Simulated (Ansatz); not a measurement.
**Run report: Ti3O4, geometry relaxation (part 1 of 2)**

- system: Ti3O4 (I4/mmm, 7 atoms in the cell)
- method: DFT r2SCAN, scalar-relativistic, plane waves, PAW, spin-polarised (Ansatz 0.2.0)

The structure derives from a Materials Project entry. Figures and captions count atoms from 1; the log counts them from 0 in places.

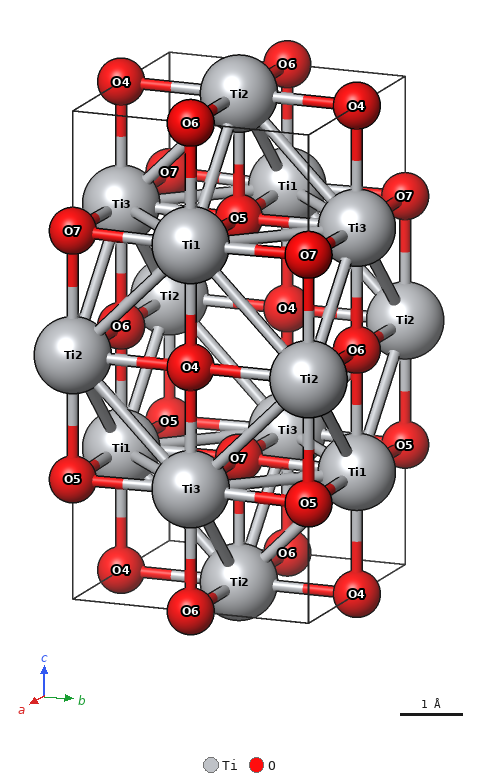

Figure 1. The structure as given in the input (ball-and-stick view of the cell 2 times as large as that of the calculation, set on its symmetry axes, seen slightly off an axis; atoms are numbered from 1 in the order of the input). Near neighbours in the crystal (not all of them lie inside the picture): Ti has 6 O at 2.04 to 2.07 Å and 8 Ti at 2.89 to 2.91 Å; O has 4 Ti at 2.04 to 2.06 Å; O has 5 Ti at 2.06 to 2.07 Å.

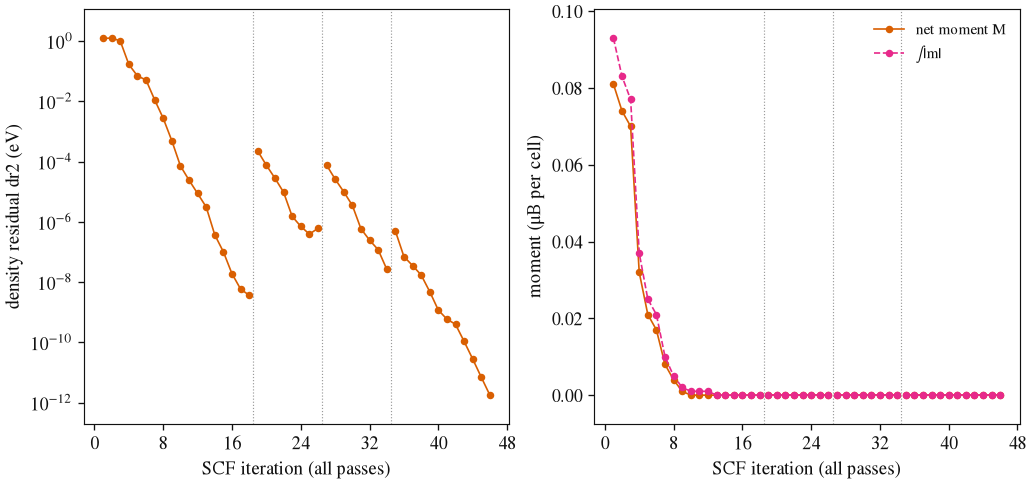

Figure 2. Convergence of the self-consistent field: density residual dr2 and magnetic moment against the SCF iteration. The dotted lines part the SCF passes of the relaxation: geometry steps, rejected trials and re-solves on a re-selected basis. The passes take 18, 8, 8 and 12 iterations. The net moment stays at 0.0 μB per cell, and ∫|m| falls to zero.

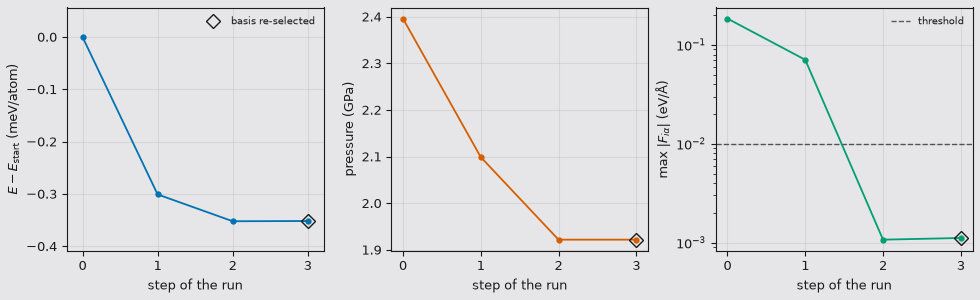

Figure 3. Progress of the relaxation, step by step (the first geometry is step 0 here and step 1 in the log). The largest moves relative to the cell, 0.014 Å, are those of O5 and O7. Ti stays in place. Distances before and after: Ti2–O5 2.071 → 2.083 Å. The space group stays I4/mmm (No. 139). After 2 geometry steps the energy has fallen by 0.4 meV per atom. The largest force component goes from 0.18 to 0.0011 eV/Å. The pressure goes from 2.40 to 1.92 GPa. A last SCF at the same geometry on a re-selected plane-wave basis shifts the energy by +0.0 meV per atom. (Atoms are counted from 1 in the order of the input.)

These pictures come from the run below.

Input file
```yaml
crystal:
  lattice:
    - [-2.0560962439, 2.0560962439, 4.0700012818]
    - [2.0560962439, -2.0560962439, 4.0700012818]
    - [2.0560962439, 2.0560962439, -4.0700012818]
  atoms:
    - { symbol: Ti, position: [0.25, 0.75, 0.5], spin: 0.05 }
    - { symbol: Ti, position: [0.5, 0.5, 0.0], spin: 0.05 }
    - { symbol: Ti, position: [0.75, 0.25, 0.5], spin: 0.05 }
    - { symbol: O, position: [0.0, 0.5, 0.5] }
    - { symbol: O, position: [0.2455296259, 0.2455296259, 0.0] }
    - { symbol: O, position: [0.5, 0.0, 0.5] }
    - { symbol: O, position: [0.7544703741, 0.7544703741, 0.0] }
basis:
  ecutwfc: 500
  ecutrho_ratio: 4
kpoints:
  mp_grid: { grid: [12, 12, 12] }
hamiltonian:
  xc: r2scan
scf:
  occupations: { method: gaussian, width: 0.05 }
output:
  forces: true
  stress: true
  eigenvalues: true
  populations: true
magnetization:
  spin_polarized: true
relax:
  f_tol: 0.01
  max_steps: 40
  cell: { stress_tol: 0.1, fix: [volume] }
```

Launch command:
```bash
ansatz run input.yaml --threads 4 --pin off --max-ram 10240MiB --backend cpu --events-out ev --progress --plain --runs-dir out
```

The program's output
```
Engine: ansatz 0.2.0, x86_64-unknown-linux-gnu
Pseudopotentials: kind: paw
Pseudopotential: Ti, paw, valence charge 12, recommended cutoff 500 eV (meta_gga), Ti.paw.azcp
Pseudopotential: O, paw, valence charge 6, recommended cutoff 500 eV (meta_gga), O.paw.azcp
Functional definition: r2SCAN
  parameter k0 = 0.174
  parameter k1 = 0.065
  parameter a1 = 4.9479
  exchange = r2scan_x(k0 = k0, k1 = k1, a1 = a1)
  correlation = r2scan_c
Crystal: 7 atoms, lattice volume = 68.824 Å³
Basis set: ecut = 500 eV, 1759 PW (Γ), exchange–correlation on 160×160×160 points (64 copies of the dense FFT grid, shifted against one another)
Bands: 38, of which v1, the nominal top of the filled ones, is band 30 counted from 1 (29 counted from 0)
Symmetry: 16 space group operations
Space group: I4/mmm (ITA 139), of the structure as read, at distance tolerance 4.1e-5 Å
Magnetic group: BNS 139.531 (UNI 1191), of the structure as read, at distance tolerance 4.1e-5 Å
k-points: 163 of 1728
Non-local potential: Ti, projectors of the file, l = 0: 3, l = 1: 2, l = 2: 3, l = 3: 1
Non-local potential: O, projectors of the file, l = 0: 2, l = 1: 2, l = 2: 1
PAW form: soft (Blöchl's): semilocal exchange-correlation on the pseudo side does not see the compensation charge
PAW frozen core: Ti, regenerated for the run's functional (the file was generated under x = pbe(κ = 0.804, μ = 0.2195149727645171), c = pbe(β = 0.06672455060314922))
PAW frozen core: O, regenerated for the run's functional (the file was generated under x = pbe(κ = 0.804, μ = 0.2195149727645171), c = pbe(β = 0.06672455060314922))
PAW one-centre angular grid: Ti, 590 points (default); XC on 160 Gauss nodes
PAW one-centre angular grid: O, 302 points (default); XC on 160 Gauss nodes
Initial density: superposition of atomic densities (chi_scale 0.1, normalization cell, long waves kept (reshape's long-wave potential 0.01 eV rms))
Starting moments: Σ|m| = 0.15 μB on 3 of 7 sites
Initial wavefunctions: pseudopotential atomic-orbital guess
Functional: x = r2scan, c = r2scan; τ floored in thin density (d = 2e-4 eV/Å³)
iter 1 solved again at ethr=2.69e-3 eV; its pass at ethr=3.10e-3 eV (dr2=1.61e0 eV) is discarded
SCF iter   1: F=—  HF=-9797.294526 eV  |F-HF|=—  |Δ(HF+E_count)|=         —  Δρ=2.40e-2 (↑2.39e-2 ↓2.40e-2)  dr2=1.22e0  dr2_τ=9.35e-2  dr2_m=7.04e-4  M=0.081 μB ∫|m|=0.093 μB  β_m=0.65  ethr=2.69e-3  ⟨swp⟩=2.9  Hψ=68447  notcnv=0
Mixer restart at iter 1: flushing history
preconditioner: auto → Kerker (q_TF=auto, 2.667 Å⁻¹)  [metal: Δε(μ)=0.011 eV  Ē_g=11.188 eV  σ=0.050 eV  W_gap=0.12  n_scr=22 (ndim 8)  ℏωp=26.9 eV  f_vac=0.000  D(μ)=2.59/eV (n_scr^D=14)]
spin=Collinear: Kerker preconditioning applied to the charge; magnetization (m = ρ↑ − ρ↓) channel mixes plain (no charge-response kernel on spin).
SCF iter   2: F=—  HF=-9797.482841 eV  |F-HF|=—  |Δ(HF+E_count)|=   1.88e-1  Δρ=2.20e-2 (↑2.17e-2 ↓2.20e-2)  dr2=1.26e0  dr2_τ=1.85e-2  dr2_m=1.41e-4  M=0.074 μB ∫|m|=0.083 μB  β_m=0.78  ethr=2.04e-3  ⟨swp⟩=3.2  Hψ=22711  notcnv=0  defer=615  κ⁻¹=1.0e0(r=1)
SCF iter   3: F=—  HF=-9797.750841 eV  |F-HF|=—  |Δ(HF+E_count)|=   2.68e-1  Δρ=1.90e-2 (↑1.88e-2 ↓1.90e-2)  dr2=1.01e0  dr2_τ=1.19e-2  dr2_m=5.59e-5  M=0.070 μB ∫|m|=0.077 μB  β_m=0.30  ethr=2.04e-3  ⟨swp⟩=2.0  Hψ=16560  notcnv=0  defer=621  κ⁻¹=3.7e-2(r=2)
SCF iter   4: F=—  HF=-9797.933365 eV  |F-HF|=—  |Δ(HF+E_count)|=   1.83e-1  Δρ=9.15e-3 (↑8.72e-3 ↓9.15e-3)  dr2=1.68e-1  dr2_τ=3.48e-3  dr2_m=6.58e-4  M=0.032 μB ∫|m|=0.037 μB  β_m=0.30  ethr=1.69e-3  ⟨swp⟩=3.6  Hψ=25219  notcnv=0  defer=621  κ⁻¹=3.8e-4(r=3)
SCF iter   5: F=—  HF=-9798.172091 eV  |F-HF|=—  |Δ(HF+E_count)|=         —  Δρ=4.49e-3 (↑4.49e-3 ↓4.48e-3)  dr2=6.96e-2  dr2_τ=9.70e-4  dr2_m=1.22e-4  M=0.021 μB ∫|m|=0.025 μB  β_m=0.30  ethr=2.81e-4  ⟨swp⟩=2.2  Hψ=17817  notcnv=0  defer=635
Mixer restart at iter 5: flushing history
SCF iter   6: F=—  HF=-9798.209478 eV  |F-HF|=—  |Δ(HF+E_count)|=   3.74e-2  Δρ=3.50e-3 (↑3.50e-3 ↓3.43e-3)  dr2=5.12e-2  dr2_τ=4.57e-4  dr2_m=6.11e-5  M=0.017 μB ∫|m|=0.021 μB  β_m=0.38  ethr=1.16e-4  ⟨swp⟩=2.0  Hψ=14298  notcnv=0  defer=635  κ⁻¹=1.0e0(r=1)
SCF iter   7: F=—  HF=-9798.237574 eV  |F-HF|=—  |Δ(HF+E_count)|=   2.81e-2  Δρ=1.54e-3 (↑1.43e-3 ↓1.54e-3)  dr2=1.13e-2  dr2_τ=7.81e-5  dr2_m=2.19e-5  M=0.008 μB ∫|m|=0.010 μB  β_m=0.85  ethr=8.53e-5  ⟨swp⟩=2.2  Hψ=19276  notcnv=0  defer=635  κ⁻¹=9.1e-3(r=2)
SCF iter   8: F=—  HF=-9798.236861 eV  |F-HF|=—  |Δ(HF+E_count)|=   7.13e-4  Δρ=9.15e-4 (↑8.27e-4 ↓9.15e-4)  dr2=2.74e-3  dr2_τ=3.55e-5  dr2_m=4.69e-6  M=0.004 μB ∫|m|=0.005 μB  β_m=0.30  ethr=1.88e-5  ⟨swp⟩=2.8  Hψ=18519  notcnv=0  defer=635  κ⁻¹=2.7e-3(r=3)
SCF iter   9: F=—  HF=-9798.238937 eV  |F-HF|=—  |Δ(HF+E_count)|=   2.08e-3  Δρ=4.80e-4 (↑4.60e-4 ↓4.80e-4)  dr2=4.94e-4  dr2_τ=1.21e-5  dr2_m=5.26e-7  M=0.001 μB ∫|m|=0.002 μB  β_m=0.33  ethr=4.56e-6  ⟨swp⟩=2.1  Hψ=18587  notcnv=0  defer=635  κ⁻¹=2.5e-3(r=4)
SCF iter  10: F=—  HF=-9798.239753 eV  |F-HF|=—  |Δ(HF+E_count)|=   8.16e-4  Δρ=2.57e-4 (↑2.53e-4 ↓2.57e-4)  dr2=7.21e-5  dr2_τ=2.28e-6  dr2_m=7.57e-7  M=0.000 μB ∫|m|=0.001 μB  β_m=0.30  ethr=8.24e-7  ⟨swp⟩=2.1  Hψ=19961  notcnv=0  defer=635  κ⁻¹=5.3e-4(r=5)
SCF iter  11: F=—  HF=-9798.239775 eV  |F-HF|=—  |Δ(HF+E_count)|=   2.21e-5  Δρ=1.28e-4 (↑1.28e-4 ↓1.23e-4)  dr2=2.43e-5  dr2_τ=5.66e-7  dr2_m=1.58e-7  M=0.000 μB ∫|m|=0.001 μB  β_m=0.68  ethr=1.20e-7  ⟨swp⟩=2.0  Hψ=19668  notcnv=0  defer=635  κ⁻¹=1.7e-4(r=6)
SCF iter  12: F=—  HF=-9798.239813 eV  |F-HF|=—  |Δ(HF+E_count)|=   3.77e-5  Δρ=6.29e-5 (↑6.29e-5 ↓5.85e-5)  dr2=8.74e-6  dr2_τ=1.39e-7  dr2_m=2.60e-8  M=0.000 μB ∫|m|=0.001 μB  β_m=0.50  ethr=4.05e-8  ⟨swp⟩=2.0  Hψ=21503  notcnv=0  defer=635  κ⁻¹=1.3e-5(r=7)
SCF iter  13: F=—  HF=-9798.239812 eV  |F-HF|=—  |Δ(HF+E_count)|=   3.47e-7  Δρ=4.56e-5 (↑4.56e-5 ↓4.56e-5)  dr2=3.11e-6  dr2_τ=1.12e-7  dr2_m=1.99e-8  M=0.000 μB ∫|m|=0.000 μB  β_m=1.00  ethr=1.46e-8  ⟨swp⟩=2.0  Hψ=16217  notcnv=0  defer=635  κ⁻¹=9.9e-6(r=8)
SCF iter  14: F=—  HF=-9798.239817 eV  |F-HF|=—  |Δ(HF+E_count)|=   4.98e-6  Δρ=1.82e-5 (↑1.72e-5 ↓1.82e-5)  dr2=3.70e-7  dr2_τ=1.15e-8  dr2_m=1.31e-9  M=0.000 μB ∫|m|=0.000 μB  β_m=0.65  ethr=5.18e-9  ⟨swp⟩=2.3  Hψ=21268  notcnv=0  defer=635  κ⁻¹=2.5e-6(r=8)
SCF iter  15: F=—  HF=-9798.239818 eV  |F-HF|=—  |Δ(HF+E_count)|=   4.47e-7  Δρ=7.84e-6 (↑7.51e-6 ↓7.84e-6)  dr2=1.01e-7  dr2_τ=1.97e-9  dr2_m=5.65e-10  M=0.000 μB ∫|m|=0.000 μB  β_m=0.30  ethr=6.17e-10  ⟨swp⟩=2.0  Hψ=20407  notcnv=0  defer=635  κ⁻¹=5.6e-6(r=8)
SCF iter  16: F=—  HF=-9798.239818 eV  |F-HF|=—  |Δ(HF+E_count)|=   2.75e-7  Δρ=4.02e-6 (↑3.82e-6 ↓4.02e-6)  dr2=1.90e-8  dr2_τ=6.61e-10  dr2_m=2.27e-10  M=-0.000 μB ∫|m|=0.000 μB  β_m=0.30  ethr=1.69e-10  ⟨swp⟩=2.0  Hψ=22168  notcnv=0  defer=635  κ⁻¹=8.3e-7(r=8)
SCF iter  17: F=—  HF=-9798.239818 eV  |F-HF|=—  |Δ(HF+E_count)|=   8.38e-8  Δρ=1.81e-6 (↑1.81e-6 ↓1.71e-6)  dr2=5.89e-9  dr2_τ=1.60e-10  dr2_m=6.05e-11  M=-0.000 μB ∫|m|=0.000 μB  β_m=0.30  ethr=3.16e-11  ⟨swp⟩=2.0  Hψ=21555  notcnv=0  defer=635  κ⁻¹=2.7e-6(r=8)
SCF iter  18: F=-9798.239818 eV  HF=-9798.239818 eV  |F-HF|=8.00e-10  |Δ(HF+E_count)|=   3.41e-9  Δρ=1.47e-6 (↑1.47e-6 ↓1.46e-6)  dr2=3.66e-9  dr2_τ=7.23e-11  dr2_m=4.29e-11  M=-0.000 μB ∫|m|=0.000 μB  ethr=9.82e-12  ⟨swp⟩=7.2  Hψ=38457  notcnv=0
WARN: the starting moments were not kept: the SCF closed with an absolute magnetisation of 1.0e-5 μB, where they sum to 0.15 μB in size (3 sites). That is at most 0.1 of that sum. Measured as dr2_m measures the in/out step, that magnetisation stands 3.2e-11 eV from none, at or under the dr2_threshold of 1.0e-7 eV: it is no larger than a step whose dr2_m would equal this threshold. The system may hold no moment; this SCF shows only that its start led to no more than that. To try another start: raise the starting moments (crystal.atoms[].spin, magnetization.per_species, magnetization.initial_magnetization, or on a non-collinear deck that types none of these the spinor_matrix: blocks that start its atoms; where the total moment is fixed, keep their sum and leave initial_magnetization as it is; typed ones take the place of any that the run laid by itself, positive ones on a crystal's lanthanoids without a Hubbard term where scf.initial_density.shell_occupations: [] is typed) or, if the notice of its spin-set hold's release reads "site moments contracting" or "site moments show no strong build", lengthen the hold (scf.mixing.spin_hold: { on: { confirm: 4 } }; for m-r²SCAN on two components see the key's manual first). Each may lead to a state that holds a moment. A second SCF, from the converged charge density, with the starting moments and any scf.initial_density.shell_occupations laid on it anew, would have followed, and was not run: the deck does not ask for one (magnetization.retry_lost_moments is false, the default). To let it run, set magnetization.retry_lost_moments: true and run the deck again, where that key's refused combinations let it; where memory then withholds it, that run's warning says so.
SCF 1 converged in 18 iterations: F = -9798.239818 eV  dr2 = 3.66e-9
  greatest PAW one-centre occupation: 1.003 electrons in one spin orbital (limit 2), on the Ti atom at site 2 (counted from 0), in its partial waves of l = 1
relax step   1: F+E_penalty+E_count = -9798.23981820 eV  Δ(F+E_penalty+E_count) = +0.000e0 eV  max|allowed force component| = 1.849e-1 eV/Å  Δτ_max = 0.0000 Å  P = +2.396 GPa  Ω = 68.824 Å³  fix = [volume]  reactions: volume +2.396 GPa  (18 SCF iters, dr2 threshold 1.00e-7 eV, accepted)
Initial density: handed on by an earlier stage of this run
Starting moments: Σ|m| = 0.15 μB on 3 of 7 sites; this step starts from the density that it was given
Initial wavefunctions: those handed on with the density
iter 1 solved again at ethr=3.39e-7 eV; its pass at ethr=3.10e-3 eV (dr2=2.04e-4 eV) is discarded
SCF iter   1: F=—  HF=-9798.241620 eV  |F-HF|=—  |Δ(HF+E_count)|=         —  Δρ=3.75e-4 (↑3.74e-4 ↓3.75e-4)  dr2=2.22e-4  dr2_τ=1.53e-3  dr2_m=9.41e-10  M=-0.000 μB ∫|m|=0.000 μB  β_m=0.30  ethr=3.39e-7  ⟨swp⟩=2.2  Hψ=58404  notcnv=0
preconditioner: auto → Kerker (q_TF=auto, 2.367 Å⁻¹)  [metal: Δε(μ)=0.001 eV  Ē_g=10.920 eV  σ=0.050 eV  W_gap=0.01  n_scr=14 (ndim 8)  ℏωp=26.9 eV  f_vac=0.021  D(μ)=2.52/eV (n_scr^D=14)]
spin=Collinear: Kerker preconditioning applied to the charge; magnetization (m = ρ↑ − ρ↓) channel mixes plain (no charge-response kernel on spin).
SCF iter   2: F=—  HF=-9798.241900 eV  |F-HF|=—  |Δ(HF+E_count)|=   2.81e-4  Δρ=2.20e-4 (↑2.19e-4 ↓2.20e-4)  dr2=7.56e-5  dr2_τ=1.60e-6  dr2_m=5.46e-10  M=-0.000 μB ∫|m|=0.000 μB  β_m=0.30  ethr=3.39e-7  ⟨swp⟩=2.0  Hψ=18298  notcnv=0  κ⁻¹=1.0e0(r=1)
SCF iter   3: F=—  HF=-9798.241903 eV  |F-HF|=—  |Δ(HF+E_count)|=   2.62e-6  Δρ=1.31e-4 (↑1.31e-4 ↓1.31e-4)  dr2=2.80e-5  dr2_τ=5.41e-7  dr2_m=2.38e-10  M=-0.000 μB ∫|m|=0.000 μB  β_m=0.40  ethr=1.26e-7  ⟨swp⟩=2.0  Hψ=15246  notcnv=0  κ⁻¹=1.2e-2(r=2)
SCF iter   4: F=—  HF=-9798.241917 eV  |F-HF|=—  |Δ(HF+E_count)|=   1.42e-5  Δρ=6.99e-5 (↑6.99e-5 ↓6.99e-5)  dr2=9.63e-6  dr2_τ=1.58e-7  dr2_m=4.29e-11  M=-0.000 μB ∫|m|=0.000 μB  β_m=0.37  ethr=4.67e-8  ⟨swp⟩=2.4  Hψ=17468  notcnv=0  κ⁻¹=7.4e-4(r=3)
SCF iter   5: F=—  HF=-9798.241923 eV  |F-HF|=—  |Δ(HF+E_count)|=   6.15e-6  Δρ=2.25e-5 (↑2.25e-5 ↓2.25e-5)  dr2=1.52e-6  dr2_τ=1.88e-8  dr2_m=1.72e-12  M=-0.000 μB ∫|m|=0.000 μB  β_m=0.34  ethr=1.61e-8  ⟨swp⟩=2.0  Hψ=18178  notcnv=0  κ⁻¹=9.1e-5(r=4)
SCF iter   6: F=—  HF=-9798.241924 eV  |F-HF|=—  |Δ(HF+E_count)|=   6.08e-7  Δρ=1.49e-5 (↑1.49e-5 ↓1.49e-5)  dr2=7.08e-7  dr2_τ=6.15e-9  dr2_m=6.24e-13  M=-0.000 μB ∫|m|=0.000 μB  β_m=0.40  ethr=2.54e-9  ⟨swp⟩=2.1  Hψ=16290  notcnv=0  κ⁻¹=4.2e-5(r=5)
SCF iter   7: F=—  HF=-9798.241924 eV  |F-HF|=—  |Δ(HF+E_count)|=   6.09e-7  Δρ=1.00e-5 (↑1.00e-5 ↓9.99e-6)  dr2=3.91e-7  dr2_τ=2.37e-9  dr2_m=1.62e-13  M=-0.000 μB ∫|m|=0.000 μB  β_m=0.35  ethr=1.18e-9  ⟨swp⟩=2.3  Hψ=18273  notcnv=0  κ⁻¹=1.2e-5(r=6)
SCF iter   8: F=-9798.241924 eV  HF=-9798.241925 eV  |F-HF|=5.15e-7  |Δ(HF+E_count)|=   2.51e-7  Δρ=9.99e-6 (↑9.99e-6 ↓9.99e-6)  dr2=6.08e-7  dr2_τ=1.92e-9  dr2_m=1.57e-13  M=0.000 μB ∫|m|=0.000 μB  ethr=6.52e-10  ⟨swp⟩=2.1  Hψ=41722  notcnv=0
the starting moments were not kept: the SCF closed with an absolute magnetisation of 3.2e-7 μB, where they sum to 0.15 μB in size (3 sites). That is at most 0.1 of that sum. Measured as dr2_m measures the in/out step, that magnetisation stands 2.1e-14 eV from none, at or under the dr2_threshold of 7.0e-7 eV: it is no larger than a step whose dr2_m would equal this threshold.
SCF 2 converged in 8 iterations: F = -9798.241924 eV  dr2 = 6.08e-7
relax step   2: F+E_penalty+E_count = -9798.24192421 eV  Δ(F+E_penalty+E_count) = -2.106e-3 eV  max|allowed force component| = 7.076e-2 eV/Å  Δτ_max = 0.0085 Å  P = +2.099 GPa  Ω = 68.824 Å³  energy of the carried Pulay correction = +5.954e-16 eV  fix = [volume]  reactions: volume +2.099 GPa  (8 SCF iters, dr2 threshold 7.00e-7 eV, accepted)
iter 1 solved again at ethr=1.13e-7 eV; its pass at ethr=3.10e-3 eV (dr2=6.79e-5 eV) is discarded
```
